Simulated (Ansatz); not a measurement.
**Geometry relaxation, with input and output: Pt (part 1 of 2)**

The run: geometry relaxation of Pt (slab, 12 atoms in the cell). Method and program: DFT PBE+D3(BJ), scalar-relativistic, plane waves, PAW, no spin polarisation (Ansatz 0.2.0).

The structure derives from an entry of the Crystallography Open Database. The input holds or restrains some coordinates. Forces given for the steps count only the free coordinates. It belongs to a series of runs on one base structure; here: clean slab, lower planes held. Figures and captions count atoms from 1; the log counts them from 0 in places.

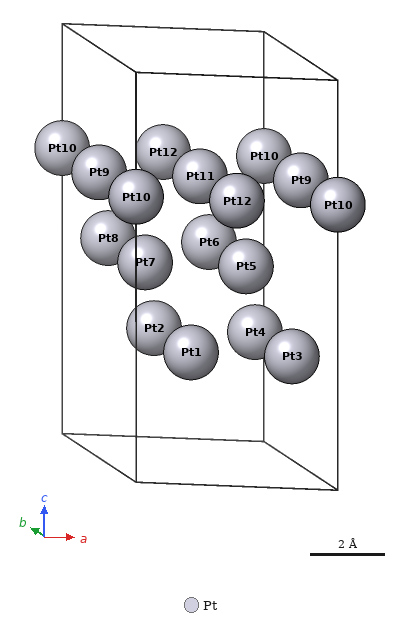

**Figure 1.** The starting structure (spheres-only view of the cell of the calculation, with the vacuum cut short, seen slightly off an axis; atoms are numbered from 1 in the order of the input). An atom can appear more than once, as a periodic image.

## Input file
```yaml
crystal:
  lattice:
    - [5.5557316927, 0.0, 0.0]
    - [-2.7778658463, 4.8114047825, 0.0]
    - [0.0, 0.0, 20.5362359316]
  atoms:
    - { symbol: Pt, position: [0.3333333333, 0.1666666667, 0.389555322] }
    - { symbol: Pt, position: [0.3333333333, 0.6666666667, 0.389555322] }
    - { symbol: Pt, position: [0.8333333333, 0.1666666667, 0.389555322] }
    - { symbol: Pt, position: [0.8333333333, 0.6666666667, 0.389555322] }
    - { symbol: Pt, position: [0.6666666667, 0.3333333333, 0.5] }
    - { symbol: Pt, position: [0.6666666667, 0.8333333333, 0.5] }
    - { symbol: Pt, position: [0.1666666667, 0.3333333333, 0.5] }
    - { symbol: Pt, position: [0.1666666667, 0.8333333333, 0.5] }
    - { symbol: Pt, position: [0.0, 0.5, 0.610444678] }
    - { symbol: Pt, position: [0.0, 0.0, 0.610444678] }
    - { symbol: Pt, position: [0.5, 0.5, 0.610444678] }
    - { symbol: Pt, position: [0.5, 0.0, 0.610444678] }
basis:
  ecutwfc: 420
kpoints:
  mp_grid: { grid: [4, 4, 1] }
hamiltonian:
  xc: pbe
  dispersion: d3bj
scf:
  occupations: { method: gaussian, width: 0.1 }
output:
  forces: true
  eigenvalues: true
  write_density: true
  write_potential: true
  elf: true
  volumetric_format: npy
relax:
  adjacent_minimum: "off"
  f_tol: 0.03
  max_steps: 70
  constraints: [{ sites: [0, 1, 2, 3] }]
efield:
  axis: 3
  dipole_correction: true
  ramp_width: 0.04
```

Launched with:
```bash
ansatz run input.yaml --threads 4 --pin off --max-ram 10240MiB --backend cpu --events-out ev --progress --plain --runs-dir out
```

## Log
```
Engine: ansatz 0.2.0, x86_64-unknown-linux-gnu
Pseudopotentials: kind: paw
Pseudopotential: Pt, paw, valence charge 18, recommended cutoff 420 eV (normal), Pt.paw.azcp
Functional definition: PBE
  parameter kappa = 0.804
  parameter beta = 0.06672455060314922
  exchange = pbe_x(kappa = kappa, mu = beta*pi^2/3)
  correlation = pbe_c(beta = beta)
Crystal: 12 atoms, lattice volume = 548.952 Å³
Basis set: ecut = 420 eV, 10725 PW (Γ), exchange–correlation on 80×80×288 points (8 copies of the dense FFT grid, shifted against one another)
Bands: 130, of which v1, the nominal top of the filled ones, is band 108 counted from 1 (107 counted from 0)
Symmetry: 24 space group operations
k-points: 4 of 16 (time reversal used)
Non-local potential: Pt, projectors of the file, l = 0: 3, l = 1: 2, l = 2: 2, l = 3: 1
PAW form: soft (Blöchl's): semilocal exchange-correlation on the pseudo side does not see the compensation charge
PAW one-centre angular grid: Pt, 590 points (default); XC on 64 Gauss nodes
Initial density: superposition of atomic densities (neutral atoms: chi_scale 0, normalization atom), corrected by the library's trained network
Initial wavefunctions: pseudopotential atomic-orbital guess
Functional: x = pbe(κ = 0.804, μ = 0.2195149727645171), c = pbe(β = 0.06672455060314922)
SCF iter   1: F=—  HF=-150277.227896 eV  |F-HF|=—  |Δ(HF+E_count)|=         —  Δρ=7.68e-3  dr2=1.91e-1  ethr=1.77e-3  p=0.000 e·Å  D=9.71e-14 V/Å  ΔV_dip=-0.00 eV  dr2_dipole=5.19e-6  V_vac-E_F(+/−)=5.33/5.33 eV  ⟨swp⟩=7.2  Hψ=2151  notcnv=0  defer=12
efield: sawtooth ramp at fractional position 0.9800 (placed from the atoms, in the widest stretch of the axis that holds none; the zero of the levels goes with the place), width 0.0400; the density the first Hamiltonian is built on has a dipole p = 0.000 e·Å; the dipole correction subtracts the counter field D = 9.71e-14 V/Å, which shifts the + side's vacuum level by -0.00 eV against the − side's; the planar-averaged density in the ramp window peaks in size at 1.2e-5 e/Å³
preconditioner: auto → LDOS  [metal: Δε(μ)=0.020 eV  Ē_g=7.071 eV  σ=0.100 eV  W_gap=0.11  n_scr=110 (ndim 8)  ℏωp=17.4 eV  f_vac=0.601  D(μ)=21.59/eV (n_scr^D=178)  β→1.0]
SCF iter   2: F=—  HF=-150277.269098 eV  |F-HF|=—  |Δ(HF+E_count)|=   4.12e-2  Δρ=6.31e-3  dr2=3.02e-1  ethr=8.84e-5  p=-0.001 e·Å  D=-3.59e-4 V/Å  ΔV_dip=0.01 eV  dr2_dipole=5.01e-5  V_vac-E_F(+/−)=5.83/5.83 eV  ⟨swp⟩=3.5  Hψ=1362  notcnv=0  defer=48
SCF iter   3: F=—  HF=-150277.211376 eV  |F-HF|=—  |Δ(HF+E_count)|=   5.77e-2  Δρ=1.15e-3  dr2=2.80e-2  ethr=8.84e-5  p=0.001 e·Å  D=2.76e-4 V/Å  ΔV_dip=-0.01 eV  dr2_dipole=4.48e-6  V_vac-E_F(+/−)=5.60/5.60 eV  ⟨swp⟩=2.0  Hψ=752  notcnv=0  defer=48
SCF iter   4: F=—  HF=-150277.207559 eV  |F-HF|=—  |Δ(HF+E_count)|=   3.82e-3  Δρ=5.92e-4  dr2=1.12e-3  ethr=1.30e-5  p=-0.001 e·Å  D=-2.10e-4 V/Å  ΔV_dip=0.00 eV  dr2_dipole=6.01e-6  V_vac-E_F(+/−)=5.64/5.64 eV  ⟨swp⟩=2.0  Hψ=703  notcnv=0  defer=48
SCF iter   5: F=—  HF=-150277.207883 eV  |F-HF|=—  |Δ(HF+E_count)|=   3.25e-4  Δρ=1.65e-4  dr2=6.83e-4  ethr=5.18e-7  p=0.000 e·Å  D=9.14e-5 V/Å  ΔV_dip=-0.00 eV  dr2_dipole=2.24e-7  V_vac-E_F(+/−)=5.64/5.64 eV  ⟨swp⟩=3.5  Hψ=1016  notcnv=0  defer=37
SCF iter   6: F=—  HF=-150277.207887 eV  |F-HF|=—  |Δ(HF+E_count)|=   3.48e-6  Δρ=1.00e-4  dr2=2.54e-4  ethr=3.16e-7  p=-0.000 e·Å  D=-9.16e-5 V/Å  ΔV_dip=0.00 eV  dr2_dipole=2.58e-7  V_vac-E_F(+/−)=5.64/5.64 eV  ⟨swp⟩=1.0  Hψ=484  notcnv=0  defer=37
SCF iter   7: F=-150277.207882 eV  HF=-150277.207882 eV  |F-HF|=6.65e-7  |Δ(HF+E_count)|=   4.47e-6  Δρ=3.94e-5  dr2=8.52e-6  ethr=1.04e-8  p=0.000 e·Å  D=3.68e-5 V/Å  ΔV_dip=-0.00 eV  dr2_dipole=3.84e-8  V_vac-E_F(+/−)=5.64/5.65 eV  ⟨swp⟩=21.2  Hψ=5430  notcnv=0
SCF 1 converged in 7 iterations: F = -150277.207882 eV  dr2 = 8.52e-6
  greatest PAW one-centre occupation: 1.000 electrons in one spin orbital (limit 2), on the Pt atom at site 7 (counted from 0), in its partial waves of l = 0
relax step   1: F+E_penalty+E_count = -150277.20788175 eV  Δ(F+E_penalty+E_count) = +0.000e0 eV  max|allowed force component| = 2.141e-1 eV/Å  Δτ_max = 0.0000 Å  (7 SCF iters, dr2 threshold 2.25e-5 eV, accepted)
Initial density: handed on by an earlier stage of this run
Initial wavefunctions: those handed on with the density
iter 1 solved again at ethr=1.21e-4 eV; its pass at ethr=3.10e-3 eV (dr2=2.61e-1 eV) is discarded
SCF iter   1: F=—  HF=-150277.278795 eV  |F-HF|=—  |Δ(HF+E_count)|=         —  Δρ=9.75e-3  dr2=2.62e-1  ethr=1.21e-4  p=0.000 e·Å  D=3.50e-5 V/Å  ΔV_dip=-0.00 eV  dr2_dipole=2.59e-3  V_vac-E_F(+/−)=5.71/5.71 eV  ⟨swp⟩=2.0  Hψ=1933  notcnv=0  defer=43
efield: sawtooth ramp at fractional position 0.9800 (handed on by an earlier solve), width 0.0400; the density the first Hamiltonian is built on has a dipole p = 0.000 e·Å; the dipole correction subtracts the counter field D = 3.50e-5 V/Å, which shifts the + side's vacuum level by -0.00 eV against the − side's; the planar-averaged density in the ramp window peaks in size at 2.3e-6 e/Å³
preconditioner: auto → LDOS  [metal: Δε(μ)=0.139 eV  Ē_g=7.091 eV  σ=0.100 eV  W_gap=0.49  n_scr=110 (ndim 8)  ℏωp=17.4 eV  f_vac=0.596  D(μ)=24.63/eV (n_scr^D=228)  β→1.0]
SCF iter   2: F=—  HF=-150277.280775 eV  |F-HF|=—  |Δ(HF+E_count)|=   1.98e-3  Δρ=5.71e-3  dr2=3.55e-1  ethr=1.21e-4  p=0.032 e·Å  D=1.04e-2 V/Å  ΔV_dip=-0.21 eV  dr2_dipole=7.52e-2  V_vac-E_F(+/−)=5.55/5.76 eV  ⟨swp⟩=2.0  Hψ=909  notcnv=0  defer=43
SCF iter   3: F=—  HF=-150277.215630 eV  |F-HF|=—  |Δ(HF+E_count)|=   6.51e-2  Δρ=1.14e-3  dr2=1.96e-2  ethr=1.21e-4  p=-0.005 e·Å  D=-1.67e-3 V/Å  ΔV_dip=0.03 eV  dr2_dipole=2.06e-3  V_vac-E_F(+/−)=5.74/5.70 eV  ⟨swp⟩=2.0  Hψ=784  notcnv=0  defer=43
SCF iter   4: F=—  HF=-150277.215914 eV  |F-HF|=—  |Δ(HF+E_count)|=   2.84e-4  Δρ=6.68e-4  dr2=8.16e-3  ethr=9.06e-6  p=0.005 e·Å  D=1.51e-3 V/Å  ΔV_dip=-0.03 eV  dr2_dipole=9.50e-4  V_vac-E_F(+/−)=5.67/5.70 eV  ⟨swp⟩=2.8  Hψ=825  notcnv=0  defer=43
SCF iter   5: F=—  HF=-150277.214611 eV  |F-HF|=—  |Δ(HF+E_count)|=   1.30e-3  Δρ=2.30e-4  dr2=1.90e-3  ethr=3.78e-6  p=0.002 e·Å  D=7.81e-4 V/Å  ΔV_dip=-0.02 eV  dr2_dipole=5.58e-4  V_vac-E_F(+/−)=5.69/5.71 eV  ⟨swp⟩=2.0  Hψ=692  notcnv=0  defer=43
SCF iter   6: F=—  HF=-150277.215149 eV  |F-HF|=—  |Δ(HF+E_count)|=   5.38e-4  Δρ=8.91e-5  dr2=2.35e-4  ethr=8.81e-7  p=0.001 e·Å  D=2.16e-4 V/Å  ΔV_dip=-0.00 eV  dr2_dipole=8.91e-5  V_vac-E_F(+/−)=5.70/5.70 eV  ⟨swp⟩=2.0  Hψ=702  notcnv=0  defer=47
SCF iter   7: F=—  HF=-150277.215149 eV  |F-HF|=—  |Δ(HF+E_count)|=   5.49e-7  Δρ=3.24e-5  dr2=1.82e-5  ethr=1.09e-7  p=-0.000 e·Å  D=-3.33e-5 V/Å  ΔV_dip=0.00 eV  dr2_dipole=2.92e-6  V_vac-E_F(+/−)=5.70/5.70 eV  ⟨swp⟩=2.0  Hψ=669  notcnv=0  defer=47
SCF iter   8: F=-150277.215150 eV  HF=-150277.215151 eV  |F-HF|=1.39e-6  |Δ(HF+E_count)|=   2.39e-6  Δρ=1.45e-5  dr2=2.08e-6  ethr=1.33e-9  p=-0.000 e·Å  D=-1.12e-6 V/Å  ΔV_dip=0.00 eV  dr2_dipole=2.22e-7  V_vac-E_F(+/−)=5.70/5.70 eV  ⟨swp⟩=19.8  Hψ=5146  notcnv=0
SCF 2 converged in 8 iterations: F = -150277.215150 eV  dr2 = 2.08e-6
relax step   2: F+E_penalty+E_count = -150277.21514990 eV  Δ(F+E_penalty+E_count) = -7.268e-3 eV  max|allowed force component| = 1.768e-1 eV/Å  Δτ_max = 0.1313 Å  (8 SCF iters, dr2 threshold 2.87e-6 eV, accepted)
SCF iter   1: F=—  HF=-150277.256731 eV  |F-HF|=—  |Δ(HF+E_count)|=         —  Δρ=5.18e-3  dr2=1.70e-1  ethr=3.14e-4  p=0.000 e·Å  D=9.09e-7 V/Å  ΔV_dip=-0.00 eV  dr2_dipole=2.86e-2  V_vac-E_F(+/−)=5.67/5.67 eV  ⟨swp⟩=4.2  Hψ=1160  notcnv=0  defer=48
efield: sawtooth ramp at fractional position 0.9800 (handed on by an earlier solve), width 0.0400; the density the first Hamiltonian is built on has a dipole p = 0.000 e·Å; the dipole correction subtracts the counter field D = 9.09e-7 V/Å, which shifts the + side's vacuum level by -0.00 eV against the − side's; the planar-averaged density in the ramp window peaks in size at 6.9e-7 e/Å³
preconditioner: auto → LDOS  [metal: Δε(μ)=0.014 eV  Ē_g=7.044 eV  σ=0.100 eV  W_gap=0.08  n_scr=110 (ndim 8)  ℏωp=17.4 eV  f_vac=0.600  D(μ)=23.88/eV (n_scr^D=228)  β→1.0]
SCF iter   2: F=—  HF=-150277.253424 eV  |F-HF|=—  |Δ(HF+E_count)|=   3.31e-3  Δρ=2.93e-3  dr2=7.22e-2  ethr=7.85e-5  p=-0.012 e·Å  D=-4.11e-3 V/Å  ΔV_dip=0.08 eV  dr2_dipole=2.73e-3  V_vac-E_F(+/−)=5.74/5.66 eV  ⟨swp⟩=2.0  Hψ=982  notcnv=0  defer=48
SCF iter   3: F=—  HF=-150277.238709 eV  |F-HF|=—  |Δ(HF+E_count)|=   1.47e-2  Δρ=1.08e-3  dr2=1.77e-2  ethr=3.34e-5  p=0.011 e·Å  D=3.49e-3 V/Å  ΔV_dip=-0.07 eV  dr2_dipole=9.09e-6  V_vac-E_F(+/−)=5.61/5.68 eV  ⟨swp⟩=2.0  Hψ=786  notcnv=0  defer=48
SCF iter   4: F=—  HF=-150277.236077 eV  |F-HF|=—  |Δ(HF+E_count)|=   2.63e-3  Δρ=3.30e-4  dr2=1.24e-3  ethr=8.20e-6  p=0.002 e·Å  D=6.42e-4 V/Å  ΔV_dip=-0.01 eV  dr2_dipole=1.74e-4  V_vac-E_F(+/−)=5.66/5.68 eV  ⟨swp⟩=2.0  Hψ=704  notcnv=0  defer=48
SCF iter   5: F=—  HF=-150277.236758 eV  |F-HF|=—  |Δ(HF+E_count)|=   6.80e-4  Δρ=8.42e-5  dr2=2.27e-4  ethr=5.72e-7  p=0.001 e·Å  D=2.43e-4 V/Å  ΔV_dip=-0.00 eV  dr2_dipole=3.21e-5  V_vac-E_F(+/−)=5.67/5.67 eV  ⟨swp⟩=2.0  Hψ=706  notcnv=0  defer=48
SCF iter   6: F=—  HF=-150277.236759 eV  |F-HF|=—  |Δ(HF+E_count)|=   1.34e-6  Δρ=5.20e-5  dr2=1.86e-5  ethr=1.05e-7  p=0.000 e·Å  D=4.10e-5 V/Å  ΔV_dip=-0.00 eV  dr2_dipole=3.70e-6  V_vac-E_F(+/−)=5.67/5.67 eV  ⟨swp⟩=2.2  Hψ=661  notcnv=0  defer=48
SCF iter   7: F=—  HF=-150277.236762 eV  |F-HF|=—  |Δ(HF+E_count)|=   2.66e-6  Δρ=1.97e-5  dr2=6.93e-6  ethr=8.59e-9  p=0.000 e·Å  D=1.91e-5 V/Å  ΔV_dip=-0.00 eV  dr2_dipole=1.16e-6  V_vac-E_F(+/−)=5.67/5.67 eV  ⟨swp⟩=2.0  Hψ=714  notcnv=0  defer=48
iter 8 did not close the SCF: its close was put off until two iterations running show no level that it waits for move by more than its bar (scf_convergence_deferred on its scf_iter line)
SCF iter   8: F=-150277.236762 eV  HF=-150277.236762 eV  |F-HF|=2.63e-7  |Δ(HF+E_count)|=   3.86e-7  Δρ=6.63e-6  dr2=4.01e-7  ethr=9.05e-10  p=-0.000 e·Å  D=-1.41e-5 V/Å  ΔV_dip=0.00 eV  dr2_dipole=1.41e-7  V_vac-E_F(+/−)=5.67/5.67 eV  ⟨swp⟩=19.8  Hψ=4771  notcnv=0
iter 9 did not close the SCF: its close was put off until two iterations running show no level that it waits for move by more than its bar (scf_convergence_deferred on its scf_iter line)
SCF iter   9: F=-150277.236762 eV  HF=-150277.236762 eV  |F-HF|=1.64e-8  |Δ(HF+E_count)|=   1.70e-7  Δρ=1.71e-6  dr2=2.53e-8  ethr=1.86e-10  p=0.000 e·Å  D=2.36e-7 V/Å  ΔV_dip=-0.00 eV  dr2_dipole=5.91e-9  V_vac-E_F(+/−)=5.67/5.67 eV  ⟨swp⟩=13.2  Hψ=4016  notcnv=0
SCF iter  10: F=-150277.236762 eV  HF=-150277.236762 eV  |F-HF|=6.69e-9  |Δ(HF+E_count)|=   2.81e-8  Δρ=5.89e-7  dr2=6.13e-9  ethr=1.17e-11  p=0.000 e·Å  D=9.16e-7 V/Å  ΔV_dip=-0.00 eV  dr2_dipole=4.58e-10  V_vac-E_F(+/−)=5.67/5.67 eV  ⟨swp⟩=10.8  Hψ=3473  notcnv=0
SCF 3 converged in 10 iterations: F = -150277.236762 eV  dr2 = 6.13e-9
relax step   3: F+E_penalty+E_count = -150277.23676233 eV  Δ(F+E_penalty+E_count) = -2.161e-2 eV  max|allowed force component| = 1.587e-2 eV/Å  Δτ_max = 0.0671 Å  (10 SCF iters, dr2 threshold 1.95e-6 eV, accepted)
iter 1 solved again at ethr=2.27e-12 eV; its pass at ethr=3.10e-3 eV (dr2=4.89e-9 eV) is discarded
SCF iter   1: F=—  HF=-150277.236767 eV  |F-HF|=—  |Δ(HF+E_count)|=         —  Δρ=6.18e-7  dr2=5.05e-9  ethr=2.27e-12  p=0.000 e·Å  D=9.16e-7 V/Å  ΔV_dip=-0.00 eV  dr2_dipole=7.92e-11  V_vac-E_F(+/−)=5.67/5.67 eV  ⟨swp⟩=2.0  Hψ=1661  notcnv=0
efield: sawtooth ramp at fractional position 0.9800 (handed on by an earlier solve), width 0.0400; the density the first Hamiltonian is built on has a dipole p = 0.000 e·Å; the dipole correction subtracts the counter field D = 9.16e-7 V/Å, which shifts the + side's vacuum level by -0.00 eV against the − side's; the planar-averaged density in the ramp window peaks in size at 6.1e-7 e/Å³
preconditioner: auto → LDOS  [metal: Δε(μ)=0.014 eV  Ē_g=7.047 eV  σ=0.100 eV  W_gap=0.08  n_scr=110 (ndim 8)  ℏωp=17.4 eV  f_vac=0.599  D(μ)=23.96/eV (n_scr^D=228)  β→1.0]
SCF iter   2: F=-150277.236762 eV  HF=-150277.236762 eV  |F-HF|=1.60e-9  |Δ(HF+E_count)|=   4.95e-6  Δρ=3.92e-7  dr2=2.00e-9  ethr=2.27e-12  p=0.000 e·Å  D=2.51e-9 V/Å  ΔV_dip=-0.00 eV  dr2_dipole=6.06e-10  V_vac-E_F(+/−)=5.67/5.67 eV  ⟨swp⟩=11.0  Hψ=3492  notcnv=0
SCF 4 converged in 2 iterations: F = -150277.236762 eV  dr2 = 2.00e-9
relax step   4: F+E_penalty+E_count = -150277.23676233 eV  Δ(F+E_penalty+E_count) = -3.522e-9 eV  max|allowed force component| = 1.589e-2 eV/Å  Δτ_max = 0.0000 Å  (2 SCF iters, accepted)
```

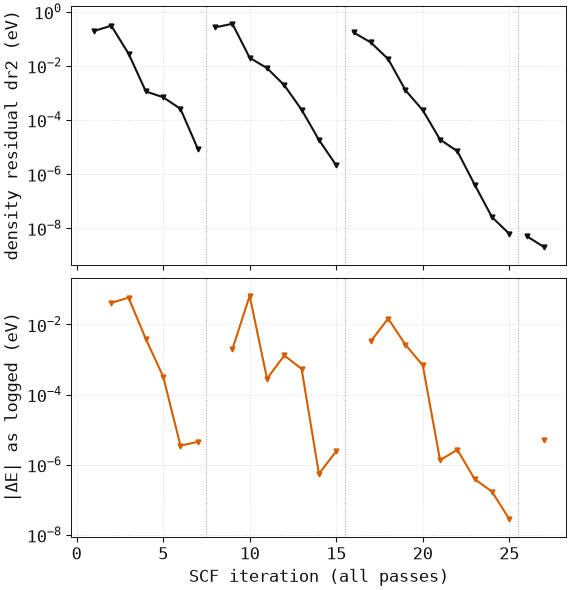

**Figure 2.** Convergence of the self-consistent field: density residual dr2 and size of the energy change against the SCF iteration. The dotted lines part the SCF passes of the relaxation: geometry steps, rejected trials and re-solves on a re-selected basis. The passes take 7, 8, 10 and 2 iterations.

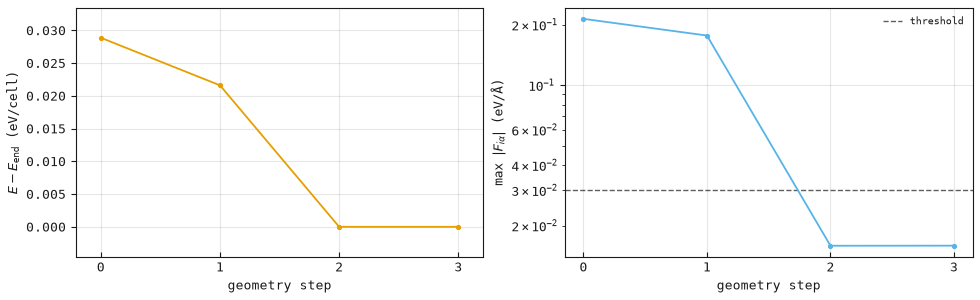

**Figure 3.** Progress of the restrained relaxation, step by step (the first geometry is step 0 here and step 1 in the log).

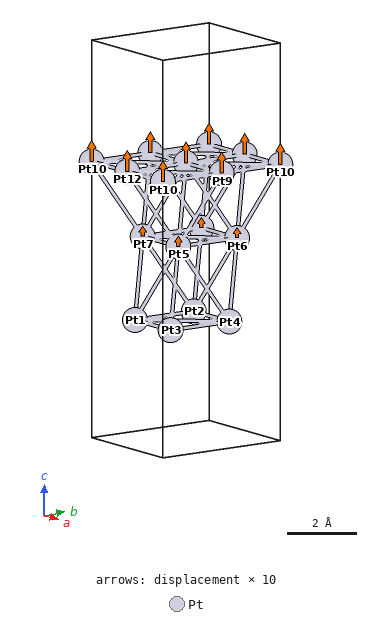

**Figure 4.** The starting structure with the displacements as orange arrows, magnified 10 times (ball-and-stick view of the cell of the calculation, with the vacuum cut short, seen slightly off an axis). The largest moves, 0.064 Å, are those of Pt9, Pt10, Pt11 and Pt12. The lattice vectors keep their values. Among the contacts that change: Pt1–Pt5 2.778 → 2.804 Å. Over 3 geometry steps the energy falls by 28.9 meV per cell of the calculation. Largest force component: 0.21 eV/Å at the start, 0.016 eV/Å at the end. (Atoms are counted from 1 in the order of the input.)

```
SCF converged after 2 iterations
Free energy (F): -150277.236762 eV
Harris-Foulkes:  -150277.236762 eV  (|F-HF|=1.60e-9)
Internal energy: -150277.116952 eV  (E = F + TS)
E sigma→0 (E₀):  -150277.176857 eV
Entropy (-TS):   -0.119810 eV (-9.984 meV/atom)
Fermi energy:    3.852144 eV
Dipole field:    D = 0.000020 V/Å  (p = 0.000061 e·Å, saw-weighted, corrected)
Work function:   Φ+ = 5.6737 eV   Φ− = 5.6741 eV
Levels:          The Fermi level and band energies are counted from a zero that moves with the ramp; work functions are not
--- Per-component energies (eV) ---
  E_band       = -5653.461753
  E_kinetic    = 7636.190930
  E_local      = -265603.655256  (includes V_loc(G=0)·N_el)
  E_nonlocal   = 2402.779381
  E_hartree    = 128496.484234
  E_xc         = -3130.136343
  E_vxc        = -3618.273470  (∫ρ·V_xc dr)
  E_paw        = -113448.855681  (= ΣΔE_a)
  E_vpaw       = -3463.476627  (= ΣTr[D̂ρ^β])
  E_aug_tail   = 0.002431  (compensation charges beyond the density's cutoff)
  E_efield     = 0.000000  (sawtooth field / dipole correction)
  E_vefield    = -0.000139  (∫n·V_field dr)
  E_ewald      = 93376.204569
  E_disp       = -6.131216  (pairwise vdW)
  E_smearing   = -0.119810  (= −TS)
  E_closure    = -0.000000  (closes the sum)
  Σ components = -150277.236762   (vs F -150277.236762, Δ=0.00e0)
--- Forces (eV/Å), atoms counted from 1 ---
  atom   1  Pt    -0.00000000     0.00000000    -0.01260919
  atom   2  Pt    -0.00000000    -0.00000000    -0.01260919
  atom   3  Pt    -0.00000000     0.00000000    -0.01260919
  atom   4  Pt    -0.00000000     0.00000000    -0.01260919
  atom   5  Pt     0.00000000     0.00000000    -0.00327338
  atom   6  Pt    -0.00000000     0.00000000    -0.00327338
  atom   7  Pt    -0.00000000     0.00000000    -0.00327338
  atom   8  Pt    -0.00000000     0.00000000    -0.00327338
  atom   9  Pt     0.00000000    -0.00000000     0.01588938
  atom  10  Pt     0.00000000    -0.00000000     0.01588938
  atom  11  Pt     0.00000000    -0.00000000     0.01588938
  atom  12  Pt     0.00000000    -0.00000000     0.01588938
  max |Σ_I F_I| component: 2.72e-5 eV/Å
--- Band table (eV) ---
```
